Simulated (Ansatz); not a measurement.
## B3N4: geometry relaxation (part 3 of 4)

B3N4 (slab, 7 atoms in the cell); DFT PBE+D3(BJ), scalar-relativistic, plane waves, PAW, spin-polarised (Ansatz 0.2.0); cutoff 420 eV, 12×12×1 k-mesh, Gaussian smearing of 0.05 eV, collinear spins. The structure derives from a Materials Project entry. The input holds or restrains some coordinates. Forces given for the steps count only the free coordinates. It belongs to a series of runs on one base structure; here: N put at a top B site.

Geometry of the input (Å; fractional positions):
```
2.5052  0.0000  0.0000
1.2501  2.1710  0.0000
0.0000  0.0000  25.6790
B  0.4999  0.4999  0.3310
N  0.8334  0.8334  0.3310
B  0.9999  0.9999  0.4611
N  0.3334  0.3334  0.4611
B  0.4999  0.4999  0.5911
N  0.8334  0.8334  0.5911
N  0.4999  0.4999  0.6519
```

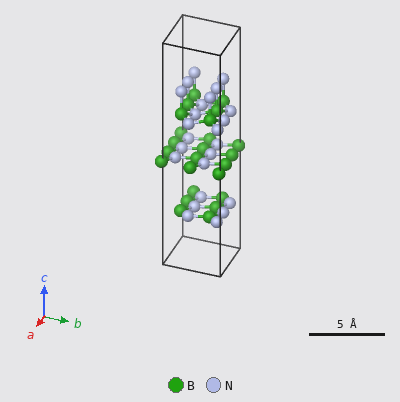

The geometry at step 6 of the log (ball-and-stick view of the 3 × 2 repeat of the cell, with the vacuum cut short, seen slightly off an axis).

What the program printed, continued:
```
SCF iter   1: F=—  HF=-2006.975295 eV  |F-HF|=—  |Δ(HF+E_count)|=         —  Δρ=1.04e-2 (↑1.03e-2 ↓1.04e-2)  dr2=1.03e0  dr2_m=1.91e-3  M=0.003 μB ∫|m|=0.018 μB  β_m=0.30  ethr=3.10e-3  p=-0.110 e·Å  D=-1.42e-1 V/Å  ΔV_dip=3.65 eV  dr2_dipole=4.02e-2  V_vac-E_F(+/−)=7.62/3.97 eV  ⟨swp⟩=4.8  Hψ=8506  notcnv=0  defer=66
efield: sawtooth ramp at fractional position 0.9714 (handed on by an earlier solve), width 0.0400; the density the first Hamiltonian is built on has a dipole p = -0.110 e·Å; the dipole correction subtracts the counter field D = -1.42e-1 V/Å, which shifts the + side's vacuum level by +3.65 eV against the − side's; the planar-averaged density in the ramp window peaks in size at 1.3e-6 e/Å³
preconditioner: auto → none  [insulator: Δε(μ)=0.083 eV  Ē_g=14.893 eV  σ=0.050 eV  W_gap=0.73  n_scr=16 (ndim 8)  ℏωp=16.9 eV  f_vac=0.552  D(μ)=1.44/eV (n_scr^D=10)  ε∞_Penn≈2.3]
SCF iter   2: F=—  HF=-2007.284155 eV  |F-HF|=—  |Δ(HF+E_count)|=   3.09e-1  Δρ=2.13e-2 (↑2.12e-2 ↓2.13e-2)  dr2=7.96e0  dr2_m=1.18e-3  M=-0.000 μB ∫|m|=0.013 μB  β_m=0.30  ethr=3.10e-3  p=-0.035 e·Å  D=-4.52e-2 V/Å  ΔV_dip=1.16 eV  dr2_dipole=9.33e-1  V_vac-E_F(+/−)=6.59/5.43 eV  ⟨swp⟩=3.1  Hψ=4355  notcnv=0  defer=208  κ⁻¹=1.0e0(r=1)
density mixer auto → broyden: gapped, with few screened modes (density of states about μ 0.89 of a free-electron gas's, 16 screened modes)
SCF iter   3: F=—  HF=-2006.823647 eV  |F-HF|=—  |Δ(HF+E_count)|=   4.61e-1  Δρ=5.23e-3 (↑5.23e-3 ↓5.21e-3)  dr2=1.51e-1  dr2_m=1.02e-3  M=0.002 μB ∫|m|=0.013 μB  β_m=0.30  ethr=3.10e-3  p=-0.118 e·Å  D=-1.53e-1 V/Å  ΔV_dip=3.92 eV  dr2_dipole=1.62e-2  V_vac-E_F(+/−)=7.58/3.66 eV  ⟨swp⟩=2.9  Hψ=3331  notcnv=0  defer=216  κ⁻¹=4.1e-3(r=2)
SCF iter   4: F=—  HF=-2006.807238 eV  |F-HF|=—  |Δ(HF+E_count)|=   1.64e-2  Δρ=2.64e-3 (↑2.64e-3 ↓2.62e-3)  dr2=1.65e-2  dr2_m=4.99e-4  M=0.001 μB ∫|m|=0.010 μB  β_m=0.46  ethr=5.20e-4  p=-0.100 e·Å  D=-1.30e-1 V/Å  ΔV_dip=3.33 eV  dr2_dipole=6.32e-4  V_vac-E_F(+/−)=7.52/4.19 eV  ⟨swp⟩=2.4  Hψ=3099  notcnv=0  defer=234  κ⁻¹=3.5e-4(r=3)
SCF iter   5: F=—  HF=-2006.807527 eV  |F-HF|=—  |Δ(HF+E_count)|=   2.89e-4  Δρ=8.01e-4 (↑8.01e-4 ↓8.00e-4)  dr2=3.37e-3  dr2_m=9.35e-5  M=0.001 μB ∫|m|=0.004 μB  β_m=0.65  ethr=5.70e-5  p=-0.090 e·Å  D=-1.16e-1 V/Å  ΔV_dip=2.99 eV  dr2_dipole=3.09e-4  V_vac-E_F(+/−)=7.49/4.51 eV  ⟨swp⟩=2.1  Hψ=3074  notcnv=0  defer=250  κ⁻¹=3.1e-5(r=4)
SCF iter   6: F=—  HF=-2006.807680 eV  |F-HF|=—  |Δ(HF+E_count)|=   1.53e-4  Δρ=2.88e-4 (↑2.88e-4 ↓2.88e-4)  dr2=3.07e-4  dr2_m=7.53e-6  M=0.001 μB ∫|m|=0.002 μB  β_m=0.66  ethr=1.16e-5  p=-0.092 e·Å  D=-1.19e-1 V/Å  ΔV_dip=3.06 eV  dr2_dipole=2.64e-5  V_vac-E_F(+/−)=7.51/4.45 eV  ⟨swp⟩=2.1  Hψ=3077  notcnv=0  defer=252  κ⁻¹=8.1e-6(r=5)
SCF iter   7: F=—  HF=-2006.807718 eV  |F-HF|=—  |Δ(HF+E_count)|=   3.79e-5  Δρ=1.53e-4 (↑1.52e-4 ↓1.53e-4)  dr2=4.39e-5  dr2_m=1.20e-6  M=0.000 μB ∫|m|=0.001 μB  β_m=0.97  ethr=3.45e-7  p=-0.091 e·Å  D=-1.18e-1 V/Å  ΔV_dip=3.04 eV  dr2_dipole=3.23e-7  V_vac-E_F(+/−)=7.51/4.47 eV  ⟨swp⟩=13.5  Hψ=12181  notcnv=0  κ⁻¹=9.2e-7(r=6)
iter 8 did not close the SCF: its close was put off for a magnetic moment that had not settled (scf_convergence_deferred on its scf_iter line)
SCF iter   8: F=-2006.807735 eV  HF=-2006.807735 eV  |F-HF|=2.63e-7  |Δ(HF+E_count)|=   1.73e-5  Δρ=2.73e-5 (↑2.72e-5 ↓2.73e-5)  dr2=2.61e-6  dr2_m=6.71e-8  M=0.000 μB ∫|m|=0.000 μB  β_m=1.20  ethr=1.52e-7  p=-0.091 e·Å  D=-1.18e-1 V/Å  ΔV_dip=3.04 eV  dr2_dipole=1.26e-7  V_vac-E_F(+/−)=7.51/4.47 eV  ⟨swp⟩=7.5  Hψ=8306  notcnv=0  κ⁻¹=3.6e-8(r=7)
SCF iter   9: F=-2006.807736 eV  HF=-2006.807736 eV  |F-HF|=1.74e-7  |Δ(HF+E_count)|=   1.27e-6  Δρ=8.38e-6 (↑8.25e-6 ↓8.38e-6)  dr2=2.44e-7  dr2_m=1.71e-9  M=0.000 μB ∫|m|=0.000 μB  ethr=8.98e-9  p=-0.091 e·Å  D=-1.18e-1 V/Å  ΔV_dip=3.04 eV  dr2_dipole=9.95e-10  V_vac-E_F(+/−)=7.51/4.47 eV  ⟨swp⟩=3.3  Hψ=6467  notcnv=0
the starting moments were not kept: the SCF closed with an absolute magnetisation of 1.7e-4 μB, where they sum to 3 μB in size (1 site). That is at most 0.1 of that sum. Measured as dr2_m measures the in/out step, that magnetisation stands 1.7e-8 eV from none, at or under the dr2_threshold of 1.0e-4 eV: it is no larger than a step whose dr2_m would equal this threshold.
SCF 2 converged in 9 iterations: F = -2006.807736 eV  dr2 = 2.44e-7
  greatest PAW one-centre occupation: 0.861 electrons in one spin orbital (limit 2), on the N atom at site 6 (counted from 0), in its partial waves of l = 0
relax step   2: F+E_penalty+E_count = -2006.80773622 eV  Δ(F+E_penalty+E_count) = -5.775e-1 eV  max|allowed force component| = 2.309e0 eV/Å  Δτ_max = 0.1699 Å  (9 SCF iters, dr2 threshold 1.00e-4 eV, accepted)
[... from here on the SCF iterations and repeated set-up lines of each step are left out, up to the last step ...]
SCF 3 converged in 13 iterations: F = -2006.926503 eV  dr2 = 2.91e-8
relax step   3: F+E_penalty+E_count = -2006.92650293 eV  Δ(F+E_penalty+E_count) = -1.188e-1 eV  max|allowed force component| = 1.839e0 eV/Å  Δτ_max = 0.1674 Å  (13 SCF iters, dr2 threshold 1.00e-4 eV, accepted)
SCF 4 converged in 15 iterations: F = -2006.985475 eV  dr2 = 1.56e-8
relax step   4: F+E_penalty+E_count = -2006.98547516 eV  Δ(F+E_penalty+E_count) = -5.897e-2 eV  max|allowed force component| = 2.173e-1 eV/Å  Δτ_max = 0.1720 Å  (15 SCF iters, dr2 threshold 1.00e-4 eV, accepted)
SCF 5 converged in 11 iterations: F = -2006.991967 eV  dr2 = 4.44e-10
relax step   5: F+E_penalty+E_count = -2006.99196679 eV  Δ(F+E_penalty+E_count) = -6.492e-3 eV  max|allowed force component| = 1.338e-1 eV/Å  Δτ_max = 0.0596 Å  (11 SCF iters, dr2 threshold 2.95e-6 eV, accepted)
SCF 6 converged in 18 iterations: F = -2007.002432 eV  dr2 = 6.60e-10
relax step   6: F+E_penalty+E_count = -2007.00243181 eV  Δ(F+E_penalty+E_count) = -1.047e-2 eV  max|allowed force component| = 5.089e-2 eV/Å  Δτ_max = 0.1948 Å  (18 SCF iters, dr2 threshold 1.12e-6 eV, accepted)
SCF 7 converged in 15 iterations: F = -2007.005425 eV  dr2 = 8.52e-11
relax step   7: F+E_penalty+E_count = -2007.00542539 eV  Δ(F+E_penalty+E_count) = -2.994e-3 eV  max|allowed force component| = 7.140e-2 eV/Å  Δτ_max = 0.1283 Å  (15 SCF iters, accepted)
SCF 8 converged in 15 iterations: F = -2007.006957 eV  dr2 = 1.95e-10
relax step   8: F+E_penalty+E_count = -2007.00695703 eV  Δ(F+E_penalty+E_count) = -1.532e-3 eV  max|allowed force component| = 2.824e-2 eV/Å  Δτ_max = 0.1354 Å  (15 SCF iters, accepted)
SCF iter   1: F=—  HF=-2007.008161 eV  |F-HF|=—  |Δ(HF+E_count)|=         —  Δρ=2.69e-3 (↑2.53e-3 ↓2.69e-3)  dr2=1.91e-2  dr2_m=3.07e-3  M=0.171 μB ∫|m|=0.185 μB  β_m=1.20  ethr=4.16e-4  p=-0.081 e·Å  D=-1.04e-1 V/Å  ΔV_dip=2.68 eV  dr2_dipole=6.71e-4  V_vac-E_F(+/−)=7.79/5.11 eV  ⟨swp⟩=3.0  Hψ=5312  notcnv=0  defer=262
efield: sawtooth ramp at fractional position 0.9714 (handed on by an earlier solve), width 0.0400; the density the first Hamiltonian is built on has a dipole p = -0.081 e·Å; the dipole correction subtracts the counter field D = -1.04e-1 V/Å, which shifts the + side's vacuum level by +2.68 eV against the − side's; the planar-averaged density in the ramp window peaks in size at 8.2e-7 e/Å³
preconditioner: auto → LDOS  [metal: Δε(μ)=0.006 eV  Ē_g=14.917 eV  σ=0.050 eV  W_gap=0.07  n_scr=16 (ndim 8)  ℏωp=16.9 eV  f_vac=0.555  D(μ)=1.63/eV (n_scr^D=10)]
spin=Collinear: LDOS preconditioning applied to the charge; magnetization (m = ρ↑ − ρ↓) channel mixes plain (no charge-response kernel on spin).
SCF iter   2: F=—  HF=-2007.007860 eV  |F-HF|=—  |Δ(HF+E_count)|=   3.02e-4  Δρ=1.35e-3 (↑1.26e-3 ↓1.35e-3)  dr2=4.51e-3  dr2_m=9.06e-5  M=0.173 μB ∫|m|=0.185 μB  β_m=0.36  ethr=6.58e-5  p=-0.078 e·Å  D=-1.01e-1 V/Å  ΔV_dip=2.59 eV  dr2_dipole=4.32e-5  V_vac-E_F(+/−)=7.80/5.21 eV  ⟨swp⟩=2.1  Hψ=3588  notcnv=0  defer=264
density mixer auto → msr1: a metal under ldos (density of states about μ 0.80 of a free-electron gas's, 16 screened modes)
SCF iter   3: F=—  HF=-2007.006965 eV  |F-HF|=—  |Δ(HF+E_count)|=   8.94e-4  Δρ=7.53e-4 (↑7.12e-4 ↓7.53e-4)  dr2=9.60e-4  dr2_m=2.09e-4  M=0.174 μB ∫|m|=0.186 μB  β_m=0.62  ethr=1.56e-5  p=-0.078 e·Å  D=-1.01e-1 V/Å  ΔV_dip=2.61 eV  dr2_dipole=9.12e-8  V_vac-E_F(+/−)=7.80/5.19 eV  ⟨swp⟩=2.3  Hψ=2677  notcnv=0  defer=264
SCF iter   4: F=—  HF=-2007.007245 eV  |F-HF|=—  |Δ(HF+E_count)|=   2.80e-4  Δρ=1.17e-4 (↑1.17e-4 ↓1.14e-4)  dr2=7.63e-5  dr2_m=4.70e-6  M=0.174 μB ∫|m|=0.186 μB  β_m=0.57  ethr=3.31e-6  p=-0.080 e·Å  D=-1.04e-1 V/Å  ΔV_dip=2.66 eV  dr2_dipole=3.71e-8  V_vac-E_F(+/−)=7.79/5.14 eV  ⟨swp⟩=2.7  Hψ=2932  notcnv=0  defer=264
SCF iter   5: F=—  HF=-2007.007246 eV  |F-HF|=—  |Δ(HF+E_count)|=   1.17e-6  Δρ=4.63e-5 (↑4.63e-5 ↓3.60e-5)  dr2=1.08e-5  dr2_m=7.92e-7  M=0.174 μB ∫|m|=0.186 μB  β_m=0.62  ethr=2.63e-7  p=-0.080 e·Å  D=-1.04e-1 V/Å  ΔV_dip=2.67 eV  dr2_dipole=8.33e-7  V_vac-E_F(+/−)=7.79/5.12 eV  ⟨swp⟩=2.1  Hψ=2800  notcnv=0  defer=264
SCF iter   6: F=—  HF=-2007.007257 eV  |F-HF|=—  |Δ(HF+E_count)|=   1.09e-5  Δρ=2.41e-5 (↑2.41e-5 ↓1.88e-5)  dr2=1.97e-6  dr2_m=3.50e-7  M=0.174 μB ∫|m|=0.186 μB  β_m=0.63  ethr=3.71e-8  p=-0.080 e·Å  D=-1.04e-1 V/Å  ΔV_dip=2.67 eV  dr2_dipole=3.46e-7  V_vac-E_F(+/−)=7.79/5.12 eV  ⟨swp⟩=2.3  Hψ=2569  notcnv=0  defer=264
SCF iter   7: F=—  HF=-2007.007262 eV  |F-HF|=—  |Δ(HF+E_count)|=   4.51e-6  Δρ=1.24e-5 (↑1.18e-5 ↓1.24e-5)  dr2=1.38e-7  dr2_m=1.56e-7  M=0.174 μB ∫|m|=0.186 μB  β_m=0.74  ethr=6.78e-9  p=-0.080 e·Å  D=-1.04e-1 V/Å  ΔV_dip=2.67 eV  dr2_dipole=4.02e-9  V_vac-E_F(+/−)=7.79/5.12 eV  ⟨swp⟩=2.2  Hψ=2847  notcnv=0  defer=264
SCF iter   8: F=—  HF=-2007.007263 eV  |F-HF|=—  |Δ(HF+E_count)|=   8.02e-7  Δρ=8.67e-6 (↑7.06e-6 ↓8.67e-6)  dr2=2.21e-7  dr2_m=6.46e-8  M=0.174 μB ∫|m|=0.186 μB  β_m=0.67  ethr=3.45e-10  p=-0.080 e·Å  D=-1.04e-1 V/Å  ΔV_dip=2.67 eV  dr2_dipole=7.50e-9  V_vac-E_F(+/−)=7.79/5.12 eV  ⟨swp⟩=13.2  Hψ=11978  notcnv=0
iter 9 did not close the SCF: its close was put off for a magnetic moment that had not settled (scf_convergence_deferred on its scf_iter line)
SCF iter   9: F=-2007.007263 eV  HF=-2007.007263 eV  |F-HF|=1.13e-7  |Δ(HF+E_count)|=   1.03e-7  Δρ=6.25e-6 (↑4.48e-6 ↓6.25e-6)  dr2=4.43e-8  dr2_m=3.40e-8  M=0.174 μB ∫|m|=0.186 μB  β_m=0.84  ethr=3.45e-10  p=-0.080 e·Å  D=-1.04e-1 V/Å  ΔV_dip=2.67 eV  dr2_dipole=8.34e-9  V_vac-E_F(+/−)=7.79/5.12 eV  ⟨swp⟩=6.5  Hψ=8968  notcnv=0
iter 10 did not close the SCF: its close was put off for a magnetic moment that had not settled (scf_convergence_deferred on its scf_iter line)
SCF iter  10: F=-2007.007263 eV  HF=-2007.007263 eV  |F-HF|=6.41e-8  |Δ(HF+E_count)|=   1.11e-7  Δρ=3.60e-6 (↑2.75e-6 ↓3.60e-6)  dr2=2.47e-8  dr2_m=8.00e-9  M=0.174 μB ∫|m|=0.186 μB  β_m=0.78  ethr=1.53e-10  p=-0.080 e·Å  D=-1.04e-1 V/Å  ΔV_dip=2.67 eV  dr2_dipole=1.86e-10  V_vac-E_F(+/−)=7.79/5.12 eV  ⟨swp⟩=4.5  Hψ=7965  notcnv=0
iter 11 did not close the SCF: its close was put off for a magnetic moment that had not settled (scf_convergence_deferred on its scf_iter line)
SCF iter  11: F=-2007.007263 eV  HF=-2007.007263 eV  |F-HF|=1.72e-8  |Δ(HF+E_count)|=   6.04e-8  Δρ=2.25e-6 (↑2.10e-6 ↓2.25e-6)  dr2=1.81e-8  dr2_m=1.54e-9  M=0.174 μB ∫|m|=0.186 μB  β_m=0.64  ethr=8.53e-11  p=-0.080 e·Å  D=-1.04e-1 V/Å  ΔV_dip=2.67 eV  dr2_dipole=6.52e-10  V_vac-E_F(+/−)=7.79/5.12 eV  ⟨swp⟩=5.0  Hψ=8163  notcnv=0
iter 12 did not close the SCF: its close was put off for a magnetic moment that had not settled (scf_convergence_deferred on its scf_iter line)
SCF iter  12: F=-2007.007263 eV  HF=-2007.007263 eV  |F-HF|=3.06e-9  |Δ(HF+E_count)|=   2.61e-8  Δρ=4.94e-7 (↑4.76e-7 ↓4.94e-7)  dr2=1.94e-10  dr2_m=2.65e-10  M=0.174 μB ∫|m|=0.186 μB  β_m=0.70  ethr=6.25e-11  p=-0.080 e·Å  D=-1.04e-1 V/Å  ΔV_dip=2.67 eV  dr2_dipole=5.36e-12  V_vac-E_F(+/−)=7.79/5.12 eV  ⟨swp⟩=4.8  Hψ=7421  notcnv=0
iter 13 did not close the SCF: its close was put off for a magnetic moment that had not settled (scf_convergence_deferred on its scf_iter line)
SCF iter  13: F=-2007.007263 eV  HF=-2007.007263 eV  |F-HF|=1.43e-10  |Δ(HF+E_count)|=   3.14e-9  Δρ=3.04e-7 (↑3.04e-7 ↓3.01e-7)  dr2=5.63e-11  dr2_m=1.07e-10  M=0.174 μB ∫|m|=0.186 μB  β_m=0.85  ethr=1.00e-12  p=-0.080 e·Å  D=-1.04e-1 V/Å  ΔV_dip=2.67 eV  dr2_dipole=1.09e-13  V_vac-E_F(+/−)=7.79/5.12 eV  ⟨swp⟩=2.7  Hψ=6535  notcnv=0
SCF iter  14: F=-2007.007263 eV  HF=-2007.007263 eV  |F-HF|=2.23e-11  |Δ(HF+E_count)|=  2.39e-10  Δρ=2.25e-7 (↑2.18e-7 ↓2.25e-7)  dr2=6.70e-11  dr2_m=5.04e-11  M=0.174 μB ∫|m|=0.186 μB  ethr=1.00e-12  p=-0.080 e·Å  D=-1.04e-1 V/Å  ΔV_dip=2.67 eV  dr2_dipole=2.53e-12  V_vac-E_F(+/−)=7.79/5.12 eV  ⟨swp⟩=2.7  Hψ=6409  notcnv=0
the starting moments were not kept: the SCF closed with an absolute magnetisation of 1.8e-1 μB, where they sum to 3 μB in size (1 site). That is at most 0.1 of that sum.
SCF 9 converged in 14 iterations: F = -2007.007263 eV  dr2 = 6.70e-11
relax step   9: F+E_penalty+E_count = -2007.00726277 eV  Δ(F+E_penalty+E_count) = -3.057e-4 eV  max|allowed force component| = 1.926e-2 eV/Å  Δτ_max = 0.0307 Å  (14 SCF iters, accepted)
SCF converged after 14 iterations
Magnetization: 0.1738 μB (14.5869 up, 14.4131 down)
Absolute magnetization: 0.1856 μB (∫|ρ↑−ρ↓|, with the PAW one-centre terms)
Spin contamination: 0.0037 ħ² per cell (⟨S²⟩ above its minimum at these occupations)
Per-site moments (μB) at R_I (Å): [(-1.6406033363651466e-6, 0.5967516058614415), (4.558885652090606e-5, 0.5967516058614415), (-0.00014621848763943427, 0.5965978578188209), (0.002418615116876543, 0.5965978578188209), (-0.0017199497062659187, 0.6115847398839145), (0.07086513913709312, 0.6115847398839145), (0.03443972691095679, 0.6376385745564961)]
Free energy (F): -2007.007263 eV
Harris-Foulkes:  -2007.007263 eV  (|F-HF|=2.23e-11)
Internal energy: -2007.005297 eV  (E = F + TS)
E sigma→0 (E₀):  -2007.006280 eV
Entropy (-TS):   -0.001966 eV (-0.281 meV/atom)
Fermi energy:    -1.194404 eV
Dipole field:    D = -0.103940 V/Å  (p = -0.080223 e·Å, saw-weighted, corrected)
Work function:   Φ+ = 7.7918 eV   Φ− = 5.1227 eV
Levels:          The Fermi level and band energies are counted from a zero that moves with the ramp; work functions are not
--- Per-component energies (eV) ---
  E_band       = -258.232298
  E_kinetic    = 671.134813
  E_local      = -21933.099651  (includes V_loc(G=0)·N_el)
  E_nonlocal   = 220.974732
  E_hartree    = 10641.934126
  E_xc         = -333.999234
  E_vxc        = -415.926057  (∫ρ·V_xc dr)
  E_paw        = -745.555404  (= ΣΔE_a)
  E_vpaw       = -85.153422  (= ΣTr[D̂ρ^β])
  E_aug_tail   = 0.000372  (compensation charges beyond the density's cutoff)
  E_efield     = 0.004169  (sawtooth field / dipole correction)
  E_vefield    = -0.031428  (∫n·V_field dr)
  E_ewald      = 9472.501963
  E_disp       = -0.901183  (pairwise vdW)
  E_smearing   = -0.001966  (= −TS)
  E_closure    = 0.000000  (closes the sum)
  Σ components = -2007.007263   (vs F -2007.007263, Δ=0.00e0)
--- Forces (eV/Å), atoms counted from 1 ---
  atom   1  B      0.01018799     0.00588987     0.01718516
  atom   2  N     -0.00536106    -0.00309933    -0.01171072
  atom   3  B      0.00018901     0.00010927     0.00130461
  atom   4  N     -0.00083997    -0.00048560     0.00224409
  atom   5  B     -0.00261338    -0.00151084    -0.01926171
  atom   6  N     -0.00348796    -0.00201645     0.00949868
  atom   7  N      0.00192499     0.00111288     0.00073385
  max |Σ_I F_I| component: 6.03e-6 eV/Å
--- Band table (eV; the first three rows and the last of 86) ---
```
